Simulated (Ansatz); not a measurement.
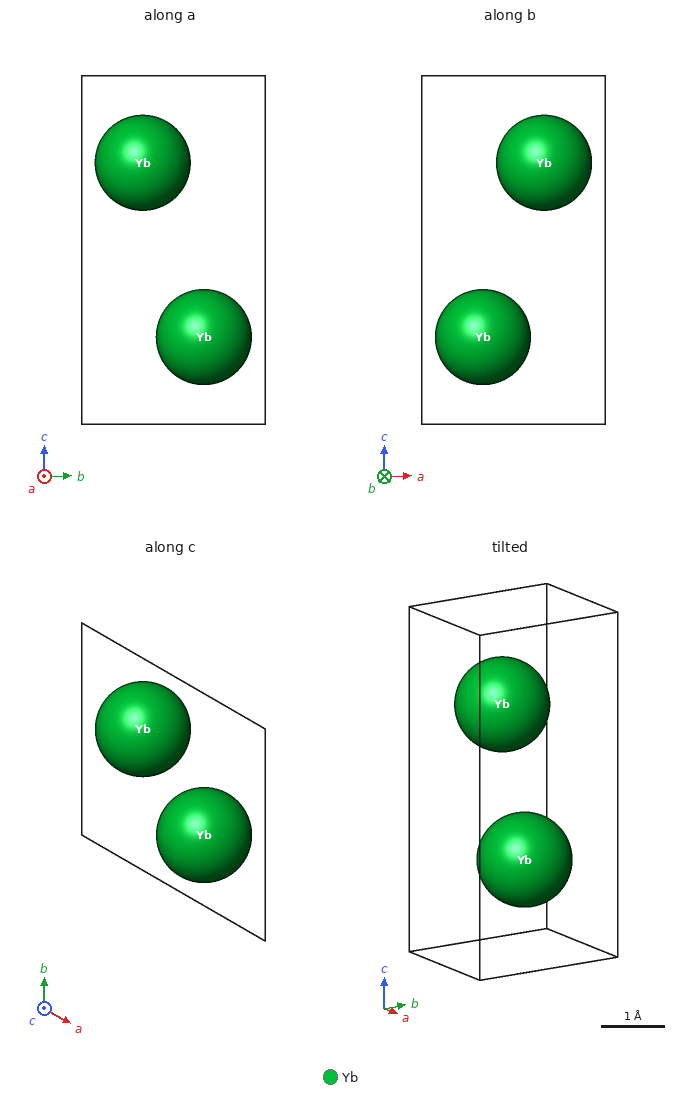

Structure drawing (spheres-only), viewed along the a axis, along the b axis, along the c axis and slightly off an axis. The unit cell is drawn as a box.

Lattice parameters: a = 3.4118 Å, b = 3.4118 Å, c = 5.6079 Å, α = 89.989°, β = 89.989°, γ = 120.033°.

### Give the structure in the form of a CIF in P1 with every atom of the cell.

```cif
data_structure
_symmetry_space_group_name_H-M 'P 1'
_symmetry_Int_Tables_number 1
_cell_length_a 3.4118
_cell_length_b 3.4118
_cell_length_c 5.6079
_cell_angle_alpha 89.989
_cell_angle_beta 89.989
_cell_angle_gamma 120.033
_cell_volume 56.51
loop_
_atom_site_label
_atom_site_type_symbol
_atom_site_fract_x
_atom_site_fract_y
_atom_site_fract_z
_atom_site_occupancy
Yb1 Yb 0.3340 0.6660 0.2500 1
Yb2 Yb 0.6670 0.3330 0.7500 1
```

It goes back to a structure type filled with this element by a generator (whether the element takes this form wasn't checked). Earlier steps of the study may have refined or changed the cell and positions. A calculation with Ansatz used it as input.
